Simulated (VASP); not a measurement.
## What a change does: single-point calculation on W

System: W (Im-3m, 1 atom in the cell).
Method of run 1: Kohn-Sham DFT of a periodic cell, LDA, VASP PAW LDA potentials, recommended, no spin polarisation (VASP 6.6.1).

The structure derives from an entry of the Crystallography Open Database. 

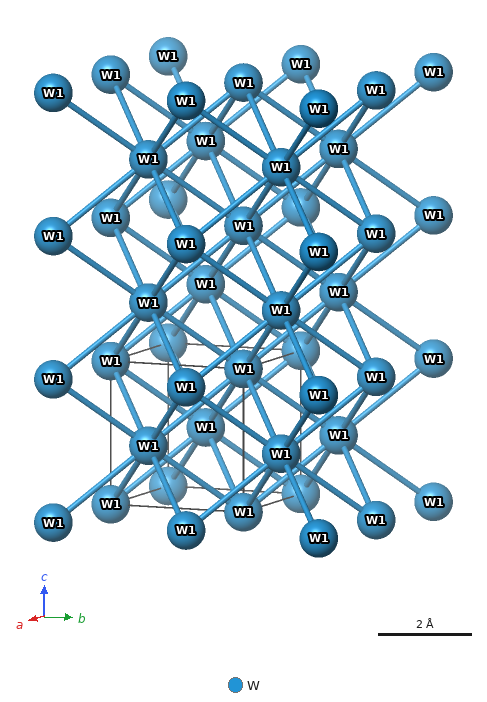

The structure (ball-and-stick view of the cell 2 times as large as that of the calculation, set on its symmetry axes, repeated 2 × 2 × 3, seen slightly off an axis; atoms are numbered from 1 in the order of the input). Near neighbours in the crystal (not all of them lie inside the picture): W has 8 W at 2.72 Å.

### INCAR, run 1
```
PREC = Accurate
ENCUT = 520
EDIFF = 1E-7
ISMEAR = 0
SIGMA = 0.1
LREAL = False
LASPH = True
NELM = 100
ALGO = Normal
ISIF = 2
LWAVE = False
LCHARG = False
```

### KPOINTS, run 1
```
regular mesh
0
Gamma
  18 18 18
```

### POSCAR, run 1
```
W                                       
1.0
   -1.5709604538      1.5709604538      1.5709604538
    1.5709604538     -1.5709604538      1.5709604538
    1.5709604538      1.5709604538     -1.5709604538
  W             
     1
Direct
     0.0000000000000000    0.0000000000000000    0.0000000000000000
```

Launched with:
```bash
cat potpaw_LDA.64/W_sv/POTCAR > POTCAR
mpirun -np 1 vasp_std > vasp.out
```

Hardware: 1 thread of Intel Xeon @ 2.90GHz (Ice Lake), 64 GiB of memory available, shared host.

### OSZICAR and lines of OUTCAR (run 1)
```
N       E                     dE             d eps       ncg     rms          rms(c)
DAV:   1     0.771669311721E+02    0.77167E+02   -0.78786E+03  4298   0.144E+03
DAV:   2    -0.130856016765E+02   -0.90253E+02   -0.87157E+02  4593   0.337E+02
DAV:   3    -0.147578953375E+02   -0.16723E+01   -0.16560E+01  4908   0.446E+01
DAV:   4    -0.147667261395E+02   -0.88308E-02   -0.88293E-02  4614   0.356E+00
DAV:   5    -0.147667917592E+02   -0.65620E-04   -0.65620E-04  4827   0.315E-01    0.220E+01
DAV:   6    -0.142429562451E+02    0.52384E+00   -0.57848E-01  4596   0.982E+00    0.879E+00
DAV:   7    -0.141072254781E+02    0.13573E+00   -0.27937E-01  4725   0.632E+00    0.502E-01
DAV:   8    -0.141012749029E+02    0.59506E-02   -0.41441E-03  4401   0.970E-01    0.147E-01
DAV:   9    -0.141012936344E+02   -0.18731E-04   -0.44843E-05  4916   0.908E-02    0.637E-02
DAV:  10    -0.141012962199E+02   -0.25856E-05   -0.58927E-06  4647   0.361E-02    0.137E-02
DAV:  11    -0.141012962323E+02   -0.12332E-07   -0.13507E-07  3410   0.417E-03
   1 F= -.14101296E+02 E0= -.14099445E+02  d E =-.370234E-02
[... from OUTCAR:]
  free energy    TOTEN  =       -14.10129623 eV
  energy without entropy =      -14.09759389  energy(sigma->0) =      -14.09944506
 E-fermi :  11.6267     XC(G=0): -13.9533     alpha+bet :-18.6214
  free  energy   TOTEN  =       -14.1012962323 eV
  energy  without entropy=      -14.0975938933  energy(sigma->0) =      -14.09944506
```

The input of run 2 differs as follows (lines with − go, lines with + come):
```diff
-   -1.5709604538      1.5709604538      1.5709604538
-    1.5709604538     -1.5709604538      1.5709604538
-    1.5709604538      1.5709604538     -1.5709604538
+   -1.5865155293      1.5865155293      1.5865155293
+    1.5865155293     -1.5865155293      1.5865155293
+    1.5865155293      1.5865155293     -1.5865155293
```

What does this change do to the results?

With the same functional and potentials, run 2 lies 13.7 meV per atom higher. The pressure goes from −0.01 to −9.38 GPa. The volume per atom goes from 15.51 to 15.97 Å³. The cell is scaled evenly with the atoms at fixed fractional positions, so −ΔP/Δ ln V estimates the bulk modulus midway between the two volumes: about 320 GPa. The number of SCF iterations is the same. The plane waves at Γ go from 430.0 to 444.0.

### OSZICAR and lines of OUTCAR (run 2)
```
N       E                     dE             d eps       ncg     rms          rms(c)
DAV:   1     0.757969668418E+02    0.75797E+02   -0.78986E+03  4317   0.144E+03
DAV:   2    -0.131748880985E+02   -0.88972E+02   -0.85987E+02  4611   0.334E+02
DAV:   3    -0.147717241675E+02   -0.15968E+01   -0.15796E+01  4908   0.437E+01
DAV:   4    -0.147802659166E+02   -0.85417E-02   -0.85401E-02  4626   0.348E+00
DAV:   5    -0.147803320856E+02   -0.66169E-04   -0.66170E-04  4826   0.314E-01    0.208E+01
DAV:   6    -0.142303428030E+02    0.54999E+00   -0.62814E-01  4587   0.101E+01    0.807E+00
DAV:   7    -0.140936545654E+02    0.13669E+00   -0.28964E-01  4740   0.635E+00    0.547E-01
DAV:   8    -0.140876210194E+02    0.60335E-02   -0.42716E-03  4425   0.975E-01    0.119E-01
DAV:   9    -0.140876350440E+02   -0.14025E-04   -0.47750E-05  4915   0.912E-02    0.618E-02
DAV:  10    -0.140876378229E+02   -0.27789E-05   -0.61206E-06  4653   0.362E-02    0.139E-02
DAV:  11    -0.140876378153E+02    0.75759E-08   -0.22281E-07  4574   0.512E-03
   1 F= -.14087638E+02 E0= -.14085878E+02  d E =-.351915E-02
[... from OUTCAR:]
  free energy    TOTEN  =       -14.08763782 eV
  energy without entropy =      -14.08411866  energy(sigma->0) =      -14.08587824
 E-fermi :  11.1912     XC(G=0): -13.7869     alpha+bet :-18.0790
  free  energy   TOTEN  =       -14.0876378153 eV
  energy  without entropy=      -14.0841186647  energy(sigma->0) =      -14.08587824
```

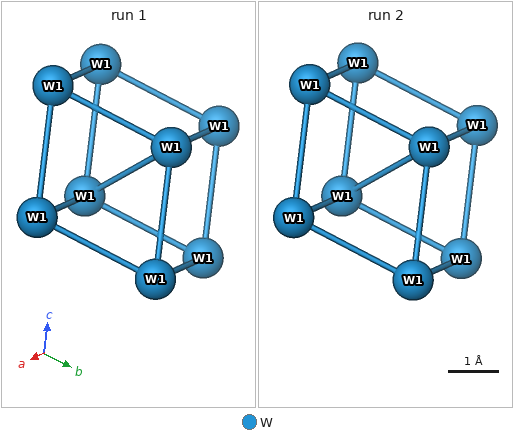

The two input geometries at one scale (ball-and-stick view of the cell of the calculation, seen slightly off an axis). No atom moves by more than 0.005 Å relative to the cell. Cell: a = b = c 2.721 → 2.748 Å (+1.0 %). Volume +3.0 %. Among the contacts that change: W1–W1 2.721 → 2.748 Å.

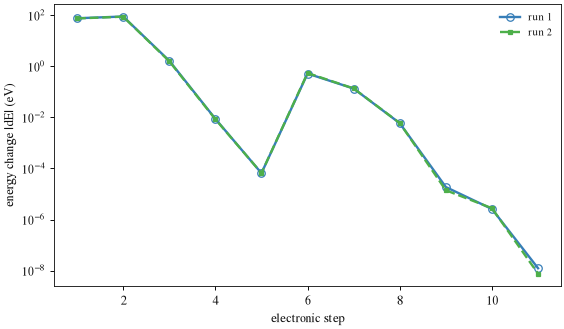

Convergence of the two runs: energy change |dE| against the electronic step. Run 1 takes 11 steps in all, and run 2 takes 11.

### The two runs side by side

| quantity | run 1 | run 2 |
| --- | --- | --- |
| outcome | converged | converged |
| free energy per atom (eV) | −14.1013 | −14.0876 |
| energy per atom, smearing taken to zero (eV) | −14.0994 | −14.0859 |
| gap on the mesh (eV) | 0.00 | 0.00 |
| pressure (GPa) | −0.01 | −9.38 |
| volume per atom (Å³) | 15.51 | 15.97 |
| largest force (eV/Å) | 0.000 | 0.000 |
| SCF iterations | 11 | 11 |
| irreducible k-points | 195 | 195 |
| plane waves at Γ | 430 | 444 |

For both runs: Spin–orbit coupling is left out, which matters for W. For run 2: The cell is under a tension of 9.4 GPa at this level, so it is not at its equilibrium volume.
